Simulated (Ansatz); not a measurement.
## TaN: 8 runs along one coordinate

System: TaN (P1, 2 atoms in the cell).
Method: DFT r2SCAN, scalar-relativistic, plane waves, PAW, no spin polarisation (Ansatz 0.2.0).

The 8 runs differ only in the geometry, by a shift of atoms along one path in a fixed cell. The shift s is measured from run 5: N2 moves along the Cartesian direction (0.58, 0.58, 0.58). The structure derives from an entry of the Crystallography Open Database.

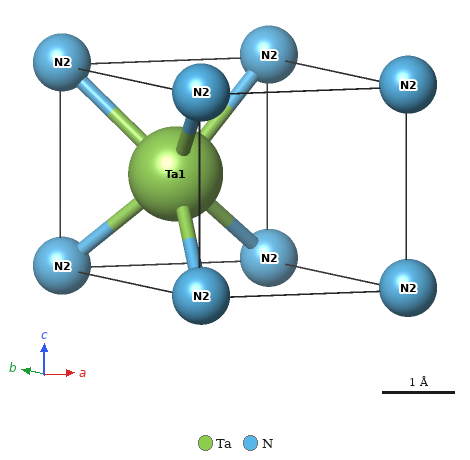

Figure 1. The structure of run 5 (ball-and-stick view of the cell of the calculation, seen at an oblique angle; atoms are numbered from 1 in the order of the input). An atom can appear more than once, as a periodic image.

## Input of run 5
```yaml
crystal:
  lattice:
    - [2.9379988584, 0.0, 0.0]
    - [-1.4689994292, 2.5443816477, 0.0]
    - [0.0, 0.0, 2.883]
  atoms:
    - { symbol: Ta, position: [0.3333333333, 0.6666666667, 0.5] }
    - { symbol: "N", position: [0.0154983655, 0.011345591, 0.010013012] }
basis:
  ecutwfc: 500
kpoints:
  mp_grid: { grid: [18, 18, 16] }
hamiltonian:
  xc: r2scan
scf:
  occupations: { method: gaussian, width: 0.15 }
output:
  forces: true
  stress: true
  eigenvalues: true
```

Command:
```bash
ansatz run input.yaml --threads 1 --pin off --max-ram 2560MiB --backend cpu --events-out ev --progress --plain --runs-dir out
```

Lattice vectors (Å) and fractional positions of run 5:
```
   2.937999    0.000000    0.000000
  -1.468999    2.544382    0.000000
   0.000000    0.000000    2.883000
Ta  0.333333  0.666667  0.500000
N   0.015498  0.011346  0.010013
```

Run 2 differs from it as follows:
```diff
-    - { symbol: "N", position: [0.0154983655, 0.011345591, 0.010013012] }
+    - { symbol: "N", position: [-0.0232475482, -0.0170183865, -0.0150195179] }
```

## Results, with one run withheld

| run | shift s of N2 (Å) | free energy per atom, from the lowest run given (meV) | pressure (GPa) | force along the path (eV/Å) |
| --- | --- | --- | --- | --- |
| 1 | −0.1500 | 32.82 | 1.44 | 1.416 |
| 2 | −0.1250 | ? | ? | ? |
| 3 | −0.1000 | 6.50 | 0.18 | 0.695 |
| 4 | −0.0250 | 0.00 | −0.14 | −0.342 |
| 5 | 0.0000 | 6.41 | 0.17 | −0.683 |
| 6 | 0.0250 | 17.07 | 0.67 | −1.023 |
| 7 | 0.0375 | 24.00 | 1.00 | −1.194 |
| 8 | 0.0500 | 31.99 | 1.38 | −1.365 |

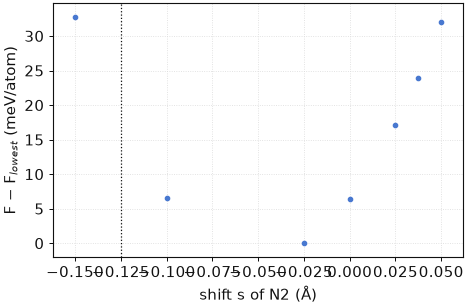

Figure 2. Free energy per atom of the runs given; the dotted line marks run 2.

Fit the runs given and predict run 2.

A cubic polynomial in the coordinate, fitted to the 7 runs given, misses them by at most 0.02 meV per atom. With x = s + 0.0232, it reads F = 0.29614 + 184.48 x + 3422.9 x² − 430.75 x³ (meV per atom). At run 2 it gives 17.44 meV per atom, and the run itself gives 17.41. The slope of the fit gives a force −dF/ds of 1.052 eV/Å along the path (summed over the atoms that move), and the printed forces give 1.051 eV/Å. The fit has its minimum at s = −0.0500 Å.

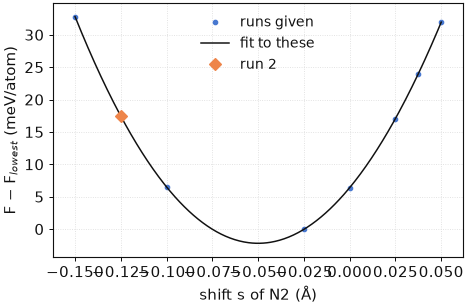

Figure 3. The fit and the withheld run.

## Output, shortened to warnings, some set-up lines, iterations and results (run 2)
```
Basis set: ecut = 500 eV, 551 PW (Γ), exchange–correlation on 96×96×96 points (64 copies of the dense FFT grid, shifted against one another)
Symmetry: 1 space group operations
k-points: 2596 of 5184 (time reversal used)
Initial density: superposition of atomic densities (neutral atoms: chi_scale 0, normalization atom), corrected by the library's trained network
[...]
SCF iter   1: F=—  HF=-10331.662579 eV  |F-HF|=—  |Δ(HF+E_count)|=         —  Δρ=1.11e-2  dr2=9.36e-3  dr2_τ=1.22e-1  ethr=1.77e-3  ⟨swp⟩=5.7  Hψ=178016  notcnv=0
SCF iter   2: F=—  HF=-10331.761664 eV  |F-HF|=—  |Δ(HF+E_count)|=   9.91e-2  Δρ=8.62e-3  dr2=8.67e-3  dr2_τ=6.19e-4  ethr=5.20e-5  ⟨swp⟩=2.0  Hψ=80456  notcnv=0
SCF iter   3: F=—  HF=-10331.765650 eV  |F-HF|=—  |Δ(HF+E_count)|=   3.99e-3  Δρ=4.66e-3  dr2=3.57e-3  dr2_τ=5.23e-4  ethr=4.82e-5  ⟨swp⟩=2.0  Hψ=46653  notcnv=0
SCF iter   4: F=—  HF=-10331.765458 eV  |F-HF|=—  |Δ(HF+E_count)|=   1.92e-4  Δρ=2.71e-3  dr2=1.59e-3  dr2_τ=1.04e-4  ethr=1.98e-5  ⟨swp⟩=1.9  Hψ=42784  notcnv=0
SCF iter   5: F=—  HF=-10331.765234 eV  |F-HF|=—  |Δ(HF+E_count)|=   2.24e-4  Δρ=5.41e-4  dr2=6.08e-5  dr2_τ=4.27e-6  ethr=8.82e-6  ⟨swp⟩=2.2  Hψ=41882  notcnv=0
SCF iter   6: F=—  HF=-10331.765230 eV  |F-HF|=—  |Δ(HF+E_count)|=   4.27e-6  Δρ=4.63e-5  dr2=4.86e-7  dr2_τ=6.07e-8  ethr=3.38e-7  ⟨swp⟩=2.0  Hψ=45865  notcnv=0
SCF iter   7: F=-10331.765230 eV  HF=-10331.765230 eV  |F-HF|=7.51e-10  |Δ(HF+E_count)|=   4.12e-8  Δρ=1.32e-5  dr2=2.63e-8  dr2_τ=3.18e-9  ethr=5.56e-10  ⟨swp⟩=6.2  …
SCF 1 converged in 7 iterations: F = -10331.765230 eV  dr2 = 2.63e-8
SCF converged after 7 iterations
Free energy (F): -10331.765230 eV
Harris-Foulkes:  -10331.765230 eV  (|F-HF|=7.51e-10)
Internal energy: -10331.764711 eV  (E = F + TS)
E sigma→0 (E₀):  -10331.764970 eV
Entropy (-TS):   -0.000519 eV (-0.260 meV/atom)
Fermi energy:    20.194086 eV
--- Per-component energies (eV) ---
  E_band       = -68.271794
  E_kinetic    = 501.491970
  E_local      = -604.932701  (includes V_loc(G=0)·N_el)
  E_nonlocal   = 59.491571
  E_hartree    = 204.528072
  E_xc         = -265.858750
  E_vxc        = -308.577081  (∫ρ·V_xc dr)
  E_paw        = -8552.196462  (= ΣΔE_a)
  E_vpaw       = -140.634240  (= ΣTr[D̂ρ^β])
  E_aug_tail   = 0.000090  (compensation charges beyond the density's cutoff)
  E_vtau       = 15.831640  (kinetic-family band-sum trace: ∫τ·v_τ [+ j·A + Jᵃ·Aᵃ] dr)
  E_ewald      = -1673.502657
  E_core_change = -0.785845  (= ΣΔE_core)
  E_smearing   = -0.000519  (= −TS)
  E_closure    = -0.000000  (closes the sum)
  Σ components = -10331.765230   (vs F -10331.765230, Δ=0.00e0)
--- Forces (eV/Å), atoms counted from 1 ---
  atom   1  Ta    -0.60599928    -0.58251961    -0.63195772
  atom   2  N      0.60599322     0.58251089     0.63193827
  max |Σ_I F_I| component: 1.95e-5 eV/Å
--- Stress (GPa, compression-positive) ---
        0.717320       0.698899       0.745503
        0.698896      -0.232511       0.679794
        0.745506       0.679787       1.618445
  P = ⅓ Tr σ = 0.7011 GPa (7.011 kbar)
```

Notes: Spin–orbit coupling is left out, which matters for Ta.
